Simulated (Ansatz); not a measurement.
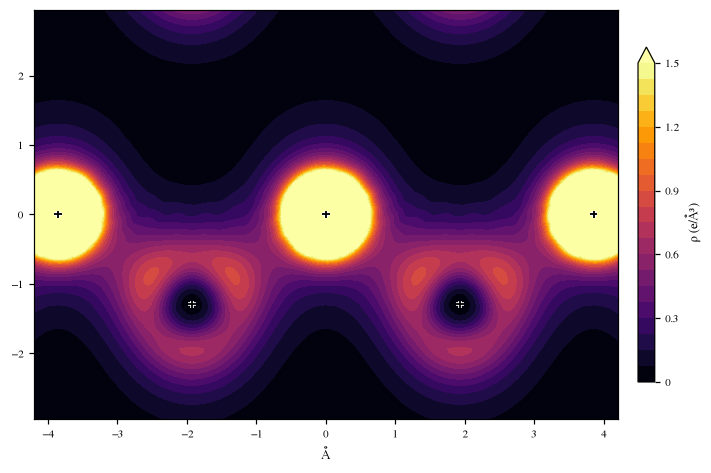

The valence charge density (pseudo) on a plane through atoms (crosses mark nuclei in the plane).

Method: DFT r2SCAN, scalar-relativistic, plane waves, PAW in Ansatz.

Candidates:
A. Pt, a = 2.54 Å, b = 2.54 Å, c = 4.66 Å, α = 90.00°, β = 90.00°, γ = 90.00°. Space group I4/mmm; computed pressure about 18 GPa in this cell.
B. GaP, a = 3.85 Å, b = 3.85 Å, c = 5.18 Å, α = 90.00°, β = 90.00°, γ = 90.00°. Space group I-4m2; changed on purpose from its base cell (strain -0.0500 x Voigt [0, 0, 1, 0, 0, 0], atoms carried along); computed pressure about 5 GPa in this cell.
C. Ti2Co, a = 6.82 Å, b = 6.82 Å, c = 6.82 Å, α = 90.00°, β = 90.00°, γ = 90.00°. Space group Fd-3m; computed pressure about 12 GPa in this cell; computed without spin polarisation.

> Which candidate gave the map?

Candidate B: GaP on the (100) plane of the conventional cell, which holds Ga and P. Ga–P (2.32 Å): ρ at the midpoint is about 0.59 e/Å³.
